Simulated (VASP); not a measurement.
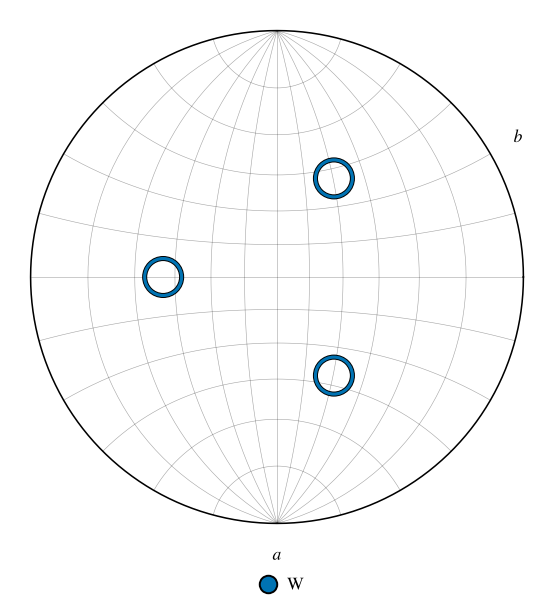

Crystal: WS₂, an entry of the Crystallography Open Database, as set up for an electronic-structure calculation. Directions from one sulfur atom at (2/3, 1/3, 3/8) to its bonded neighbours, in stereographic projection down c (filled: above the plane of the page or in it, open: below). Symmetry computed with spglib at a tolerance of 0.002 Å; standard conventional cell.

Neighbours are counted up to 3.09 Å for W.

```yaml
crystal:
  lattice:
    - [3.18000, 0.00000, 0.00000]
    - [-1.59000, 2.75396, 0.00000]
    - [0.00000, 0.00000, 12.50000]
  atoms:
    - { symbol: W, position: [0.66667, 0.33333, 0.75000] }
    - { symbol: W, position: [0.33333, 0.66667, 0.25000] }
    - { symbol: S, position: [0.66667, 0.33333, 0.37500] }
    - { symbol: S, position: [0.33333, 0.66667, 0.87500] }
    - { symbol: S, position: [0.66667, 0.33333, 0.12500] }
    - { symbol: S, position: [0.33333, 0.66667, 0.62500] }
```

> How many neighbours are there, and at what angles?

3: 3 W at 2.41 Å. Angles between bonds: 83° (3×).

> What is the site's symmetry in the crystal?

Point group 3m (C3v), order 6: one threefold axis, three mirror planes. In No. 194, P6_3/mmc this is Wyckoff position 4f.
